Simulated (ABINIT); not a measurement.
# Geometry relaxation, with input and output: Re (part 1 of 3)

- system: Re (2 atoms in the cell)
- method: Kohn-Sham DFT of a periodic cell, PBE with D3, Ansatz PAW PBE default generated set, frozen core, no spin polarisation (ABINIT 10.8.3)

The structure derives from an entry of the Crystallography Open Database.

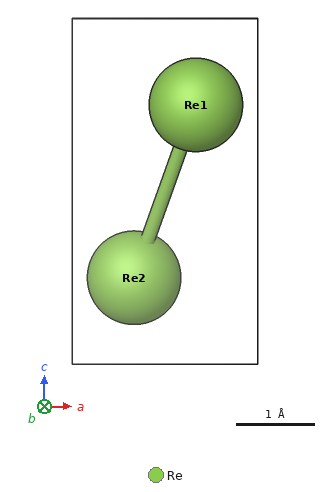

Fig. 1: The starting structure (ball-and-stick view of the cell of the calculation, along the b axis; atoms are numbered from 1 in the order of the input). An atom can appear more than once, as a periodic image. Near neighbours in the periodic cell (some may lie outside the picture): Re has 12 Re at 2.74 to 2.76 Å.

Summary:

- outcome: converged
- space group (tolerance 0.01 Å): P6₃/mmc (194)
- electrons treated: 30
- free energy: −4365.3134 eV
- Fermi energy: 13.506 eV
- gap on the k-point mesh: none (metallic)
- pressure: −0.01 GPa
- final volume: 29.29 Å³
- largest force (length of the vector) at the end: under 0.001 eV/Å
- final cell: a = 2.754 Å, b = 2.754 Å, c = 4.457 Å, α = 90.00°, β = 90.00°, γ = 120.00°
- hardware: 1 thread of Intel Xeon @ 2.50GHz (Skylake/Cascade Lake), 16 GiB of memory available, shared host
- wall time: 2.5 min
- peak memory: 0.25 GiB

Remarks:

Spin–orbit coupling is left out, which matters for Re.

The input:
```
# Pseudopotentials
pp_dirpath "./"
pseudos "Re.GGA_PBE-ansatz.xml"

# Structure
acell 2.7608 2.7608 4.4582 Angstrom
rprim
     1.0000000000     0.0000000000     0.0000000000
    -0.5000000000     0.8660254038     0.0000000000
     0.0000000000     0.0000000000     1.0000000000
ntypat 1
znucl 75
natom 2
typat 1 1
xcart
     2.6085779427     1.5060631771     6.3185827566
    -0.0000000003     3.0121263547     2.1061942522
chkprim 0
chksymtnons 0
tolsym 1.0e-6

# Plane-wave basis
ecut 15.4
pawecutdg 30.8
pawxcdev 0
pawovlp -1

# k points
kptopt 1
ngkpt 11 11 6
nshiftk 1
shiftk 0.0 0.0 0.0

# Exchange and correlation
ixc 11
vdw_xc 6

# Bands and occupations
nband 19
occopt 3
tsmear 0.05 eV

# SCF cycle
nstep 100
tolvrs 1.0e-9

# Output
iomode 3
prtwf 0
prtden 0
prteig 0
prtebands 0
enunit 2

# Relaxation
ionmov 2
ntime 60
tolmxf 0.0001
optcell 2
dilatmx 1.08
ecutsm 0.5
```

Command:
```bash
abinit run.abi > log 2>&1
```

Log:
```
.Version 10.8.3 of ABINIT
 Symmetries : space group P6_3/m m c (#194); Bravais hP (primitive hexag.)
================================================================================
 Values of the parameters that define the memory need of the present run
     intxc =       0    ionmov =       2      iscf =      17    lmnmax =      26
     lnmax =       8     mgfft =      36  mpssoang =       4    mqgrid =    3001
     natom =       2  nloc_mem =       2    nspden =       1   nspinor =       1
    nsppol =       1      nsym =      24    n1xccc =       1    ntypat =       1
    occopt =       3   xclevel =       2
       mpw =         748          nfft =       14400          nkpt =          64
 PAW method is used; the additional fine FFT grid is defined by:
   mgfftf=        48    nfftf =     43200
================================================================================
================================================================================

--------------------------------------------------------------------------------
------------- Echo of variables that govern the present computation ------------
--------------------------------------------------------------------------------
 -outvars: echo values of preprocessed input variables --------
            acell      5.2171558884E+00  5.2171558884E+00  8.4247770145E+00 Bohr
              amu      1.86207000E+02
          chkprim           0
      chksymtnons           0
          dilatmx      1.08000000E+00
             ecut      1.54000000E+01 Hartree
           ecutsm      5.00000000E-01 Hartree
           enunit           2
           ionmov           2
                       outvar_i_n : Printing only first  50 k-points.
              ixc          11
                       outvar_i_n : Printing only first  50 k-points.
         kptrlatt       11    0    0      0   11    0      0    0    6
          kptrlen      5.05486621E+01
            natom           2
            nband          19
            ngfft          20      20      36
          ngfftdg          30      30      48
             nkpt          64
            nstep         100
             nsym          24
            ntime          60
           ntypat           1
                       prtocc : prtvol=0, do not print more k-points.
           occopt           3
          optcell           2
        pawecutdg      3.08000000E+01 Hartree
          pawovlp     -1.0000000000E+00
         pawxcdev           0
           prtden           0
        prtebands           0
           prteig           0
            prtwf           0
            rprim      1.0000000000E+00  0.0000000000E+00  0.0000000000E+00
                      -5.0000000000E-01  8.6602540380E-01  0.0000000000E+00
                       0.0000000000E+00  0.0000000000E+00  1.0000000000E+00
          spgroup         194
           tolmxf      1.00000000E-04
           tolsym      1.00000000E-06
           tolvrs      1.00000000E-09
           tsmear      1.83746611E-03 Hartree
            typat      1  1
           useylm           1
           vdw_xc           6
                       outvars : Printing only first  50 k-points.
           xangst      1.3803999995E+00  7.9697431077E-01  3.3436499985E+00
                      -4.7708038360E-10  1.5939486224E+00  1.1145499985E+00
            xcart      2.6085779433E+00  1.5060631767E+00  6.3185827580E+00
                      -9.0155126504E-10  3.0121263551E+00  2.1061942508E+00
             xred      6.6666666632E-01  3.3333333299E-01  7.4999999966E-01
                       3.3333333299E-01  6.6666666632E-01  2.4999999966E-01
            znucl       75.00000

================================================================================

 chkinp: Checking input parameters for consistency.

================================================================================
== DATASET  1 ==================================================================

--- !DatasetInfo
iteration_state: {dtset: 1, }
dimensions: {natom: 2, nkpt: 64, mband: 19, nsppol: 1, nspinor: 1, nspden: 1, mpw: 748, }
cutoff_energies: {ecut:  15.4, pawecutdg:  30.8, }
electrons: {nelect:   3.00000000E+01, charge:   0.00000000E+00, occopt:   3.00000000E+00, tsmear:   1.83746611E-03, }
meta: {optdriver: 0, ionmov: 2, optcell: 2, iscf: 17, paral_kgb: 0, }
...

 Exchange-correlation functional for the present dataset will be:
  GGA: Perdew-Burke-Ernzerhof functional - ixc=11
  J.P.Perdew, K.Burke, M.Ernzerhof, PRL 77, 3865 (1996)

 Real(R)+Recip(G) space primitive vectors, cartesian coordinates (Bohr,Bohr^-1):
 R(1)=  5.2171559  0.0000000  0.0000000  G(1)=  0.1916753  0.1106638  0.0000000
 R(2)= -2.6085779  4.5181895  0.0000000  G(2)=  0.0000000  0.2213276  0.0000000
 R(3)=  0.0000000  0.0000000  8.4247770  G(3)=  0.0000000  0.0000000  0.1186975
 Unit cell volume ucvol=  1.9858968E+02 bohr^3
 Angles (23,13,12)=  9.00000000E+01  9.00000000E+01  1.20000000E+02 degrees

 Coarse grid specifications (used for wave-functions):

 getcut: wavevector=  0.0000  0.0000  0.0000  ngfft=  20  20  36
         ecut(hartree)=     17.963   => boxcut(ratio)=   2.00931

 Fine grid specifications (used for densities):

 getcut: wavevector=  0.0000  0.0000  0.0000  ngfft=  30  30  48
         ecut(hartree)=     35.925   => boxcut(ratio)=   2.11163

--- Pseudopotential description ------------------------------------------------
- pspini: atom type   1  psp file is ./Re.GGA_PBE-ansatz.xml
 Pseudopotential format is: paw10
 basis_size (lnmax)=  8 (lmn_size= 26), orbitals=   0   0   0   1   1   2   2   3
 Spheres core radius: rc_sph= 2.63805767
 Shapefunction is NUMERIC type: directly read from atomic data file
 Radius for shape functions =  2.63805767
 Compensation charge density is not taken into account in XC energy/potential

   2.31577683E+03                                ecore*ucvol(ha*bohr**3)
--------------------------------------------------------------------------------

================================================================================

=== [ionmov= 2] Broyden-Fletcher-Goldfarb-Shanno method (forces)
================================================================================

--- Iteration: ( 1/60) Internal Cycle: (1/1)
--------------------------------------------------------------------------------

---SELF-CONSISTENT-FIELD CONVERGENCE--------------------------------------------

--- !BeginCycle
iteration_state: {dtset: 1, itime: 1, icycle: 1, }
solver: {iscf: 17, nstep: 100, nline: 4, wfoptalg: 10, }
tolerances: {tolvrs: 1.00E-09, }
...

     iter   Etot(hartree)      deltaE(h)  residm     nres2
 ETOT  1  -159.65445430162    -1.597E+02 1.945E+00 4.845E+00
 ETOT  2  -160.42340403856    -7.689E-01 4.845E-02 1.284E+00
 ETOT  3  -160.42249476695     9.093E-04 1.133E-02 3.450E-01
 ETOT  4  -160.42228630258     2.085E-04 2.074E-03 9.395E-03
 ETOT  5  -160.42227271708     1.359E-05 1.287E-03 9.933E-05
 ETOT  6  -160.42227285819    -1.411E-07 5.682E-04 1.163E-05
 ETOT  7  -160.42227284051     1.768E-08 6.372E-04 4.989E-07
 ETOT  8  -160.42227283991     6.013E-10 1.680E-04 2.999E-08
 ETOT  9  -160.42227283987     4.087E-11 2.551E-04 1.394E-09
 ETOT 10  -160.42227283987     1.705E-12 8.300E-05 1.790E-11

 At SCF step   10       nres2   =  1.79E-11 < tolvrs=  1.00E-09 =>converged.

 Cartesian components of stress tensor (hartree/bohr^3)
  sigma(1 1)=  7.21616602E-05  sigma(3 2)=  0.00000000E+00
  sigma(2 2)=  7.21616580E-05  sigma(3 1)=  0.00000000E+00
  sigma(3 3)=  4.09937061E-05  sigma(2 1)=  0.00000000E+00

--- !ResultsGS
iteration_state: {dtset: 1, itime: 1, icycle: 1, }
comment   : Summary of ground state results
lattice_vectors:
- [  5.2171559,   0.0000000,   0.0000000, ]
- [ -2.6085779,   4.5181895,   0.0000000, ]
- [  0.0000000,   0.0000000,   8.4247770, ]
lattice_lengths: [   5.21716,    5.21716,    8.42478, ]
lattice_angles: [ 90.000,  90.000, 120.000, ] # degrees, (23, 13, 12)
lattice_volume:   1.9858968E+02
convergence: {deltae:  1.705E-12, res2:  1.790E-11, residm:  8.300E-05, diffor: null, }
etotal    :  -1.60422273E+02
entropy   :   0.00000000E+00
fermie    :   4.93132125E-01
cartesian_stress_tensor: # hartree/bohr^3
- [  7.21616602E-05,   0.00000000E+00,   0.00000000E+00, ]
- [  0.00000000E+00,   7.21616580E-05,   0.00000000E+00, ]
- [  0.00000000E+00,   0.00000000E+00,   4.09937061E-05, ]
pressure_GPa:  -1.8174E+00
xred      :
- [  6.6667E-01,   3.3333E-01,   7.5000E-01, Re]
- [  3.3333E-01,   6.6667E-01,   2.5000E-01, Re]
cartesian_forces: # hartree/bohr
- [  5.16113622E-29,   2.97978339E-29,  -0.00000000E+00, ]
- [ -5.16113622E-29,  -2.97978339E-29,  -0.00000000E+00, ]
force_length_stats: {min:   5.95956677E-29, max:   5.95956677E-29, mean:   5.95956677E-29, }
...

 Integrated electronic density in atomic spheres:
 ------------------------------------------------
 Atom  Sphere_radius  Integrated_density
    1        2.63806         13.95186898
    2        2.63806         13.95186898

---OUTPUT-----------------------------------------------------------------------

 Cartesian coordinates (xcart) [bohr]
  2.60857794330155E+00  1.50606317674258E+00  6.31858275803052E+00
 -9.01551265044784E-10  3.01212635505742E+00  2.10619425076948E+00
 Reduced coordinates (xred)
  6.66666666319869E-01  3.33333332985348E-01  7.49999999660402E-01
  3.33333332986535E-01  6.66666666318681E-01  2.49999999660402E-01
 Cartesian forces (fcart) [Ha/bohr]; max,rms= 5.16114E-29 3.44076E-29 (free atoms)
  5.16113622201342E-29  2.97978338705023E-29 -0.00000000000000E+00
 -5.16113622201342E-29 -2.97978338705023E-29 -0.00000000000000E+00
 Gradient of E wrt nuclear positions in reduced coordinates (gred)
 -2.69264522315439E-28 -2.28780569570779E-44 -0.00000000000000E+00
  2.69264522315439E-28  2.28780569570779E-44  0.00000000000000E+00
 Scale of Primitive Cell (acell) [bohr]
  5.21715588840621E+00  5.21715588840621E+00  8.42477701452207E+00
 Real space primitive translations (rprimd) [bohr]
  5.21715588840621E+00  0.00000000000000E+00  0.00000000000000E+00
 -2.60857794420310E+00  4.51818953494453E+00  0.00000000000000E+00
  0.00000000000000E+00  0.00000000000000E+00  8.42477701452207E+00
 Unitary Cell Volume (ucvol) [Bohr^3]=  1.98589678994875E+02
 Angles (23,13,12)= [degrees]
  9.00000000000000E+01  9.00000000000000E+01  1.19999999999554E+02
 Lengths [Bohr]
  5.21715588840621E+00  5.21715588847651E+00  8.42477701452207E+00
 Stress tensor in cartesian coordinates (strten) [Ha/bohr^3]
  7.21616601560837E-05  0.00000000000000E+00  0.00000000000000E+00
  0.00000000000000E+00  7.21616580432530E-05  0.00000000000000E+00
  0.00000000000000E+00  0.00000000000000E+00  4.09937060960042E-05
 Total energy (etotal) [Ha]= -1.60422272839867E+02

--- Iteration: ( 2/60) Internal Cycle: (1/1)
--------------------------------------------------------------------------------

---SELF-CONSISTENT-FIELD CONVERGENCE--------------------------------------------

--- !BeginCycle
iteration_state: {dtset: 1, itime: 2, icycle: 1, }
solver: {iscf: 17, nstep: 100, nline: 4, wfoptalg: 10, }
tolerances: {tolvrs: 1.00E-09, }
...

     iter   Etot(hartree)      deltaE(h)  residm     nres2
 ETOT  1  -160.42248589358    -1.604E+02 1.144E-01 8.405E-02
 ETOT  2  -160.42230680198     1.791E-04 2.648E-05 1.604E-03
 ETOT  3  -160.42230477577     2.026E-06 2.387E-05 9.647E-05
 ETOT  4  -160.42230475810     1.767E-08 1.739E-05 1.996E-06
 ETOT  5  -160.42230475394     4.158E-09 1.670E-05 9.538E-08
 ETOT  6  -160.42230475399    -4.584E-11 1.696E-05 2.213E-09
 ETOT  7  -160.42230475398     6.253E-12 1.606E-05 2.024E-10

 At SCF step    7       nres2   =  2.02E-10 < tolvrs=  1.00E-09 =>converged.

 Cartesian components of stress tensor (hartree/bohr^3)
  sigma(1 1)= -3.90424139E-06  sigma(3 2)=  0.00000000E+00
  sigma(2 2)= -3.90424352E-06  sigma(3 1)=  0.00000000E+00
  sigma(3 3)= -2.15005246E-05  sigma(2 1)=  0.00000000E+00

--- !ResultsGS
iteration_state: {dtset: 1, itime: 2, icycle: 1, }
comment   : Summary of ground state results
lattice_vectors:
- [  5.2058615,   0.0000000,   0.0000000, ]
- [ -2.6029308,   4.5084083,   0.0000000, ]
- [  0.0000000,   0.0000000,   8.4144161, ]
lattice_lengths: [   5.20586,    5.20586,    8.41442, ]
lattice_angles: [ 90.000,  90.000, 120.000, ] # degrees, (23, 13, 12)
lattice_volume:   1.9748760E+02
convergence: {deltae:  6.253E-12, res2:  2.024E-10, residm:  1.606E-05, diffor: null, }
etotal    :  -1.60422305E+02
entropy   :   0.00000000E+00
fermie    :   4.96763456E-01
cartesian_stress_tensor: # hartree/bohr^3
- [ -3.90424139E-06,   0.00000000E+00,   0.00000000E+00, ]
- [  0.00000000E+00,  -3.90424352E-06,   0.00000000E+00, ]
- [  0.00000000E+00,   0.00000000E+00,  -2.15005246E-05, ]
pressure_GPa:   2.8743E-01
xred      :
- [  6.6667E-01,   3.3333E-01,   7.5000E-01, Re]
- [  3.3333E-01,   6.6667E-01,   2.5000E-01, Re]
cartesian_forces: # hartree/bohr
- [  1.55170006E-28,  -2.98624817E-29,  -0.00000000E+00, ]
- [ -1.55170006E-28,   2.98624817E-29,  -0.00000000E+00, ]
force_length_stats: {min:   1.58017400E-28, max:   1.58017400E-28, mean:   1.58017400E-28, }
...

 Integrated electronic density in atomic spheres:
 ------------------------------------------------
 Atom  Sphere_radius  Integrated_density
    1        2.63806         13.98106249
    2        2.63806         13.98106249

---OUTPUT-----------------------------------------------------------------------

 Cartesian coordinates (xcart) [bohr]
  2.60293076393317E+00  1.50280277621630E+00  6.31081209429474E+00
 -8.99599350771767E-10  3.00560555400146E+00  2.10360402952657E+00
 Reduced coordinates (xred)
  6.66666666319869E-01  3.33333332985348E-01  7.49999999660402E-01
  3.33333332986535E-01  6.66666666318681E-01  2.49999999660402E-01
 Cartesian forces (fcart) [Ha/bohr]; max,rms= 1.55170E-28 9.12314E-29 (free atoms)
  1.55170006413562E-28 -2.98624816571387E-29 -0.00000000000000E+00
 -1.55170006413562E-28  2.98624816571387E-29 -0.00000000000000E+00
 Gradient of E wrt nuclear positions in reduced coordinates (gred)
 -8.07793566946316E-28  5.38529044630877E-28 -0.00000000000000E+00
  8.07793566946316E-28 -5.38529044630877E-28 -0.00000000000000E+00
 Scale of Primitive Cell (acell) [bohr]
  5.20586152966554E+00  5.20586152973569E+00  8.41441612953634E+00
 Real space primitive translations (rprimd) [bohr]
  5.20586152966554E+00  0.00000000000000E+00  0.00000000000000E+00
 -2.60293076483277E+00  4.50840833335548E+00  0.00000000000000E+00
  0.00000000000000E+00  0.00000000000000E+00  8.41441612953634E+00
 Unitary Cell Volume (ucvol) [Bohr^3]=  1.97487604537634E+02
 Angles (23,13,12)= [degrees]
  9.00000000000000E+01  9.00000000000000E+01  1.19999999999554E+02
 Lengths [Bohr]
  5.20586152966554E+00  5.20586152973569E+00  8.41441612953634E+00
 Stress tensor in cartesian coordinates (strten) [Ha/bohr^3]
 -3.90424138803358E-06  0.00000000000000E+00  0.00000000000000E+00
  0.00000000000000E+00 -3.90424352175039E-06  0.00000000000000E+00
  0.00000000000000E+00  0.00000000000000E+00 -2.15005246187519E-05
 Total energy (etotal) [Ha]= -1.60422304753982E+02

 Difference of energy with previous step (new-old):
           Absolute (Ha)=-3.19141E-05
           Relative     =-1.98938E-07

--- Iteration: ( 3/60) Internal Cycle: (1/1)
--------------------------------------------------------------------------------

---SELF-CONSISTENT-FIELD CONVERGENCE--------------------------------------------

--- !BeginCycle
iteration_state: {dtset: 1, itime: 3, icycle: 1, }
solver: {iscf: 17, nstep: 100, nline: 4, wfoptalg: 10, }
tolerances: {tolvrs: 1.00E-09, }
...
```
